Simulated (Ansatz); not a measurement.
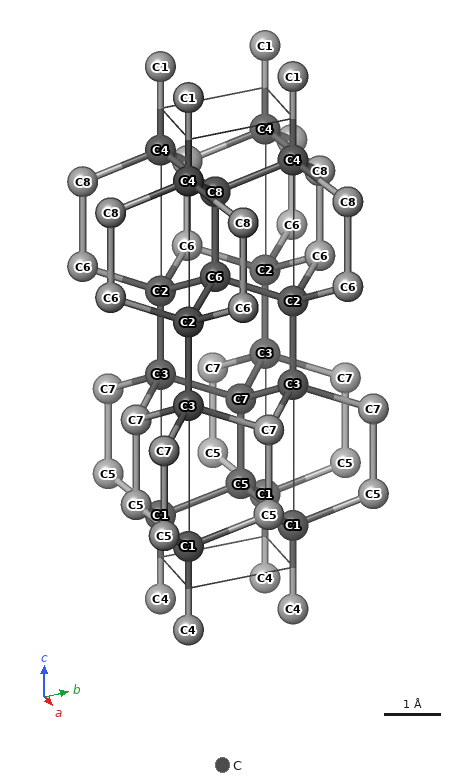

Fig. 1: The input geometry (ball-and-stick view of the cell of the calculation, seen slightly off an axis; neighbours outside the cell are drawn fainter; atoms are numbered from 1 in the order of the input).

**Single-point calculation, with input and output: C**

- system: C (Amm2, 8 atoms in the cell)
- method: DFT PBE, scalar-relativistic, plane waves, PAW, PAW set soft_1, no spin polarisation (Ansatz 0.2.0)

The structure derives from an entry of the Crystallography Open Database. Figures and captions count atoms from 1; the log counts them from 0 in places.

### Input file
```yaml
crystal:
  lattice:
    - [2.5389641516, 0.0, 0.0]
    - [-1.2694820758, 2.1988074546, 0.0]
    - [0.0, 0.0, 8.3736208784]
  atoms:
    - { symbol: C, position: [-0.0027514005, -0.0055028011, 0.0929732494] }
    - { symbol: C, position: [-0.0027514005, -0.0055028011, 0.5929732494] }
    - { symbol: C, position: [-0.0027514005, -0.0055028011, 0.4070267506] }
    - { symbol: C, position: [-0.0027514005, -0.0055028011, 0.9070267506] }
    - { symbol: C, position: [0.3360847339, 0.6721694677, 0.1555299995] }
    - { symbol: C, position: [0.6694180672, 0.3388361344, 0.6555299995] }
    - { symbol: C, position: [0.3360847339, 0.6721694677, 0.3444700005] }
    - { symbol: C, position: [0.6694180672, 0.3388361344, 0.8444700005] }
basis:
  ecutwfc: 520.0
kpoints:
  mp_grid: { grid: [12, 12, 4] }
hamiltonian:
  xc: pbe
  pseudopotentials: { kind: paw, azcp: { folder: soft_1 } }
scf:
  occupations: { method: gaussian, width: 0.05 }
output:
  forces: true
  stress: true
  eigenvalues: true
  write_density: true
  write_potential: true
  elf: true
  volumetric_format: npy
```

Hardware: 2 threads of Arm Neoverse N1, 98 GiB of memory available, shared host.

Command:
```bash
ansatz run input.yaml --threads 2 --pin off --max-ram 4096MiB --backend cpu --events-out ev --progress --plain --runs-dir out
```

### What the program printed
```
Engine: ansatz 0.2.0, aarch64-unknown-linux-gnu
Pseudopotentials: kind: paw
Pseudopotential: C, paw, valence charge 4, recommended cutoff 420 eV (normal), [file]
Functional definition: PBE
  parameter kappa = 0.804
  parameter beta = 0.06672455060314922
  exchange = pbe_x(kappa = kappa, mu = beta*pi^2/3)
  correlation = pbe_c(beta = beta)
Crystal: 8 atoms, lattice volume = 46.747 Å³
Basis set: ecut = 520 eV, 1279 PW (Γ), exchange–correlation on 40×40×128 points (8 copies of the dense FFT grid, shifted against one another)
Bands: 24, of which v1, the nominal top of the filled ones, is band 16 counted from 1 (15 counted from 0)
Symmetry: 4 space group operations
Space group: Amm2 (ITA 38), of the structure as read, at distance tolerance 3.6e-5 Å
k-points: 129 of 576 (time reversal used)
Non-local potential: C, projectors of the file, l = 0: 2, l = 1: 2, l = 2: 1
PAW form: soft (Blöchl's): semilocal exchange-correlation on the pseudo side does not see the compensation charge
PAW one-centre angular grid: C, 110 points (default); XC on 64 Gauss nodes
Initial density: superposition of atomic densities (chi_scale 0.1, normalization cell)
Initial wavefunctions: pseudopotential atomic-orbital guess
Functional: x = pbe(κ = 0.804, μ = 0.2195149727645171), c = pbe(β = 0.06672455060314922)
SCF iter   1: F=—  HF=-2008.358831 eV  |F-HF|=—  |Δ(HF+E_count)|=         —  Δρ=1.32e-1  dr2=5.77e0  ethr=3.10e-3  ⟨swp⟩=6.0  Hψ=14404  notcnv=0  defer=3
preconditioner: auto → none  [insulator: Δε(μ)=5.076 eV  Ē_g=16.792 eV  σ=0.050 eV  W_gap=1.00  n_scr=6 (ndim 8)  ℏωp=30.7 eV  f_vac=0.000  D(μ)=0.00/eV (n_scr^D=0)  ε∞_Penn≈4.3]
SCF iter   2: F=—  HF=-2006.554023 eV  |F-HF|=—  |Δ(HF+E_count)|=    1.80e0  Δρ=5.52e-2  dr2=9.21e-1  ethr=3.10e-3  ⟨swp⟩=2.8  Hψ=7259  notcnv=0  defer=332
SCF iter   3: F=—  HF=-2006.325664 eV  |F-HF|=—  |Δ(HF+E_count)|=   2.28e-1  Δρ=4.82e-3  dr2=3.86e-3  ethr=2.88e-3  ⟨swp⟩=3.0  Hψ=5500  notcnv=0  defer=332
SCF iter   4: F=—  HF=-2006.327700 eV  |F-HF|=—  |Δ(HF+E_count)|=   2.04e-3  Δρ=5.37e-4  dr2=2.63e-4  ethr=1.21e-5  ⟨swp⟩=2.7  Hψ=4928  notcnv=0  defer=332
SCF iter   5: F=—  HF=-2006.327634 eV  |F-HF|=—  |Δ(HF+E_count)|=   6.59e-5  Δρ=1.74e-4  dr2=6.55e-6  ethr=8.21e-7  ⟨swp⟩=2.0  Hψ=4134  notcnv=0  defer=332
SCF iter   6: F=—  HF=-2006.327642 eV  |F-HF|=—  |Δ(HF+E_count)|=   7.83e-6  Δρ=4.60e-5  dr2=2.76e-7  ethr=2.05e-8  ⟨swp⟩=2.1  Hψ=5128  notcnv=0  defer=332
SCF iter   7: F=-2006.327643 eV  HF=-2006.327643 eV  |F-HF|=7.42e-9  |Δ(HF+E_count)|=   6.08e-7  Δρ=7.11e-6  dr2=1.89e-8  ethr=3.13e-10  ⟨swp⟩=15.3  Hψ=23066  notcnv=0
SCF 1 converged in 7 iterations: F = -2006.327643 eV  dr2 = 1.89e-8
  greatest PAW one-centre occupation: 0.643 electrons in one spin orbital (limit 2), on the C atom at site 3 (counted from 0), in its partial waves of l = 0
```

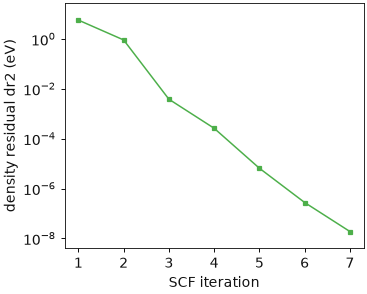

Fig. 2: Convergence of the self-consistent field: density residual dr2 against the SCF iteration. The residual falls at every step.

```
SCF converged after 7 iterations
Free energy (F): -2006.327643 eV
Harris-Foulkes:  -2006.327643 eV  (|F-HF|=7.42e-9)
Internal energy: -2006.327643 eV  (E = F + TS)
E sigma→0 (E₀):  -2006.327643 eV
Fermi energy:    15.183008 eV
--- Per-component energies (eV) ---
  E_band       = 128.357703
  E_kinetic    = 710.822894
  E_local      = -452.911194  (includes V_loc(G=0)·N_el)
  E_nonlocal   = 182.821416
  E_hartree    = 108.499920
  E_xc         = -379.626432
  E_vxc        = -468.692196  (∫ρ·V_xc dr)
  E_paw        = -799.009563  (= ΣΔE_a)
  E_vpaw       = -60.682584  (= ΣTr[D̂ρ^β])
  E_aug_tail   = 0.000015  (compensation charges beyond the density's cutoff)
  E_ewald      = -1376.924698
  E_smearing   = -0.000000  (= −TS)
  E_closure    = -0.000000  (closes the sum)
  Σ components = -2006.327643   (vs F -2006.327643, Δ=0.00e0)
--- Forces (eV/Å), atoms counted from 1 ---
  atom   1  C     -0.00000000     0.68987785    -0.01096459
  atom   2  C      0.00000000     0.73333934    -0.01181618
  atom   3  C     -0.00000000     0.68987785     0.01096459
  atom   4  C      0.00000000     0.73333934     0.01181618
  atom   5  C     -0.00000000    -0.69016363    -0.00128467
  atom   6  C      0.00000000    -0.73306219    -0.00044625
  atom   7  C     -0.00000000    -0.69016363     0.00128467
  atom   8  C      0.00000000    -0.73306219     0.00044625
  max |Σ_I F_I| component: 1.73e-5 eV/Å
--- Stress (GPa, compression-positive) ---
      -10.079834       0.000000       0.000000
        0.000000      -9.874056       0.000000
        0.000000       0.000000     -10.186081
  P = ⅓ Tr σ = -10.0467 GPa (-100.467 kbar)
--- Band table (eV; the first three rows and the last of 129) ---
  k-point 0: bands = ["-8.2919", "-6.6833", "-6.5812", "-2.7825", "-0.2534", "6.2332", "6.3283", "10.0237", "10.0248", "11.2094", "11.2121", "11.2140", "11.2169", "12.7291", "12.9783", "12.9808", "18.1122", "18.1230", "18.3306", "19.9690", "20.0169", "20.3494", "20.5449", "20.6041"]
  k-point 1: bands = ["-8.1872", "-7.3549", "-5.7187", "-3.4887", "0.6283", "4.2278", "8.3708", "10.0825", "10.0842", "10.7691", "10.7728", "11.7342", "11.7364", "12.0194", "12.8096", "12.8120", "18.3087", "18.3198", "18.7393", "19.5876", "19.6107", "20.0785", "20.8588", "20.9062"]
  k-point 2: bands = ["-7.8739", "-7.8739", "-4.6418", "-4.6417", "2.3022", "2.3023", "10.1476", "10.1790", "10.3390", "10.4058", "10.5421", "10.5773", "12.1271", "12.1296", "12.5203", "12.5226", "18.6360", "18.6474", "19.1564", "19.1745", "19.4919", "19.4923", "20.9878", "20.9951"]
  k-point 128: bands = ["-3.5384", "-3.5127", "-0.6739", "-0.6396", "1.5451", "1.6941", "3.2834", "3.4482", "5.0625", "5.2936", "5.6880", "5.8403", "6.6642", "6.6658", "9.1355", "9.2773", "18.9345", "18.9514", "20.7988", "20.9117", "23.2057", "23.3519", "23.9141", "23.9952"]
```

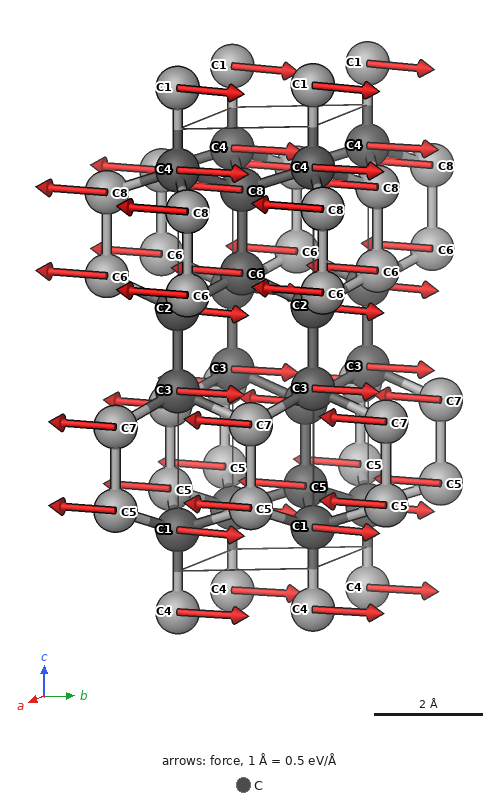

Fig. 3: Forces on the atoms as red arrows (ball-and-stick view of the cell of the calculation, seen slightly off an axis; neighbours outside the cell are drawn fainter; atoms are numbered from 1 in the order of the input). The largest act on C2, C4, C6, C8 (0.73 eV/Å); C1, C3, C5, C7 (0.69 eV/Å). The geometry is not a stationary point of this energy.

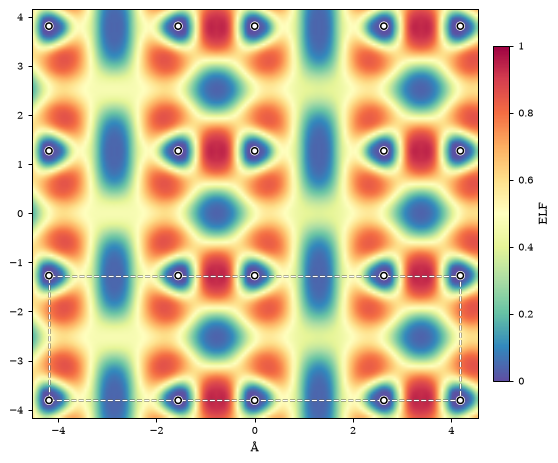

Fig. 4: Electron localisation function on the (001) plane of the conventional cell. Circles mark the nuclei in the plane (C). Atoms in the plane: C. C–C (1.56 Å): the ELF peaks at about 0.95 between the atoms (a shared electron pair). In a PAW calculation such maps are meaningful between the atoms, not at the nuclei.

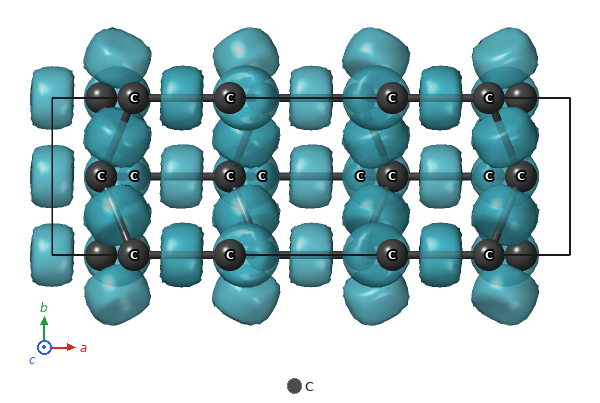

Fig. 5: Isosurface of the ELF at 0.7 (cyan), seen along the c axis. Core shells and regions of very low density are left out. Sticks mark near contacts. The outline is the cell set on symmetry axes. The ELF exceeds this value in 32 regions between bonded C–C atoms (shared pairs), counted in one cell of 16 atoms.  Values along the shortest contacts: C–C (1.53 Å): the ELF peaks at about 0.95 between the atoms, as expected for localised, shared-pair bonding.

### Summary

```csv
quantity,value
outcome,converged
space group (tolerance 0.01 Å),Amm2 (38)
electrons treated,32
free energy,−2006.3276 eV
Fermi energy,15.183 eV
gap on the k-point mesh,4.41 eV
pressure,−10.05 GPa
largest force (length of the vector),0.733 eV/Å
wall time,25 s (CPU time 49 s)
peak memory,0.46 GiB
```

The cell is under a tension of 10.0 GPa at this level, so it is not at its equilibrium volume.
